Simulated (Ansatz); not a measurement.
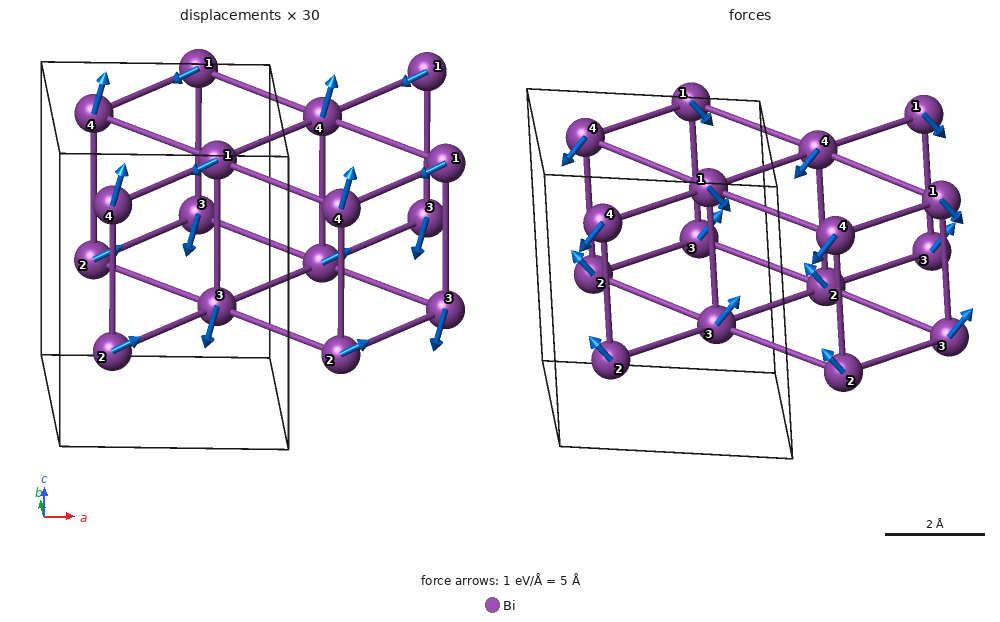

Left: a symmetric starting cell of Bi, with blue arrows for the displacements applied to it (without the part that the change of the cell carries along). Right: the displaced structure with the computed forces. Besides, the cell is strained by +3.7 % along [3 0 −1], −6.4 % along b, −9.2 % along [1 0 2] (volume −11.8 %). A ball-and-stick model of the cell of the calculation, repeated 2 × 2 × 1 with one cell outlined, seen from a free direction.

The calculation used DFT PBEsol, scalar-relativistic, plane waves, PAW (Ansatz). Settings: plane-wave cutoff 420 eV; k-point mesh 10 × 10 × 8; occupations gaussian; smearing width 0.1 eV; no spin polarisation.

How do the forces relate to the distortion?

Atoms are displaced by 0.03 Å relative to the cell: Bi4 0.03 Å along [1 0 3]. No relaxation follows. The starting cell wasn't computed here and needn't be at equilibrium, so pressure and forces aren't due to the change alone. The pressure is 6.2 GPa (not all of it need come from the change, since the unchanged cell can be under pressure at this level too). The principal stresses (compression positive) are 11.2 GPa roughly along c, 4.3 GPa along b, 3.3 GPa along a. The largest forces, 0.16 eV/Å, act on Bi3 and Bi4; on Bi3 it points along [1 0 1]. The forces point partly back along the displacements (cosine −0.65). Near-neighbour distances before and after: Bi–Bi 3.257 → 3.017 to 3.209 Å, Bi–Bi 3.243 → 3.161 Å. The space group stays P2_1/m (No. 11).
